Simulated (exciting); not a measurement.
Consider CaO (Lime), space group Fm-3m.

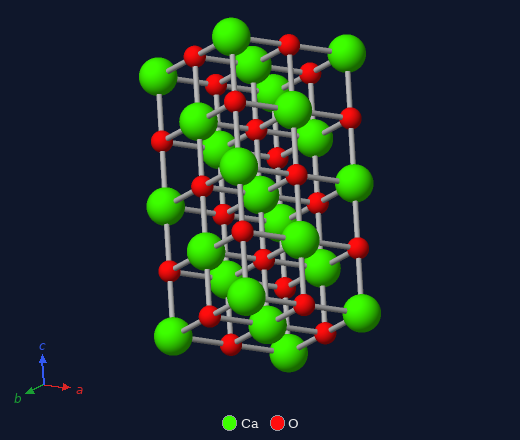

The structure (calcium green, oxygen red). 1×1×2 conventional cells are drawn. Some periodic images of atoms are drawn too.

```xyz
2
Lattice="0.0000 2.4065 2.4065 2.4065 0.0000 2.4065 2.4065 2.4065 0.0000" Properties=species:S:1:pos:R:3 pbc="T T T"
Ca    0.0000    0.0000    0.0000
O     2.4065    2.4065    2.4065
```

Absorber: atom 1, with 6 O at 2.41 Å (octahedral, site symmetry m-3m). Method: exciting, all-electron LAPW+lo, LDA, spinor conduction states, exchange and screened direct term (singlet BSE), 2×2×2 shifted k points, 22 conduction spinor bands, |G+q| up to 4.5 bohr⁻¹ (5.5 in the exchange term), full RPA screening with nempty = 37, Lorentzian half width 0.25 eV.

Question: Predict the Ca L₂,₃ near-edge structure at this level.

Bound core exciton? Yes on this mesh: the first bright state (over 5 % of the brightest) lies at -3.41 eV from the Kohn–Sham onset and at -4.29 eV from the lowest bare transition of its own mesh; weaker or dark states reach down to -3.73 eV. Maxima (height): -3.0 eV (0.39), -1.5 eV (0.88), 0.6 eV (0.64) and 2.1 eV (1.00).

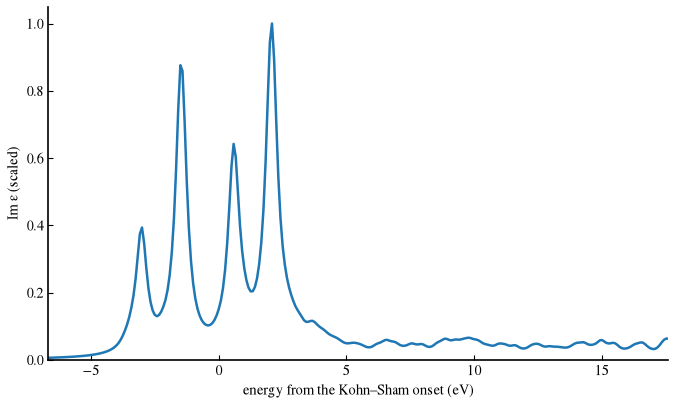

Energy from the Kohn–Sham onset, core level to the lowest empty state found on the meshes used; Im ε in relative units.

Binding energies aren't converged on 8 k points, and the weak maxima beyond the white lines are largely noise of the mesh. The multiplet shape isn't converged in the kernel cutoffs, and the cutoff of the direct term wasn't varied. Measured L₃ and L₂ lines of such d⁰ ions are about equally strong. The zero comes from the unshifted 4×4×4 ground-state mesh; it is exact only where the band minimum lies on that mesh. The structure is a published determination, not relaxed.

[Banner, clock and machine lines of the logs are left out without a mark of their own.]

[Logs are printed without paths, hosts, clocks, repeated set-up lines and the standing remarks that a program may print on its own settings, such as how far it seeks lower states.]

[Hosts, paths, dates, database ids (printed as entryN), source tags and the programs' standing remarks are cut or masked in the printed files.]
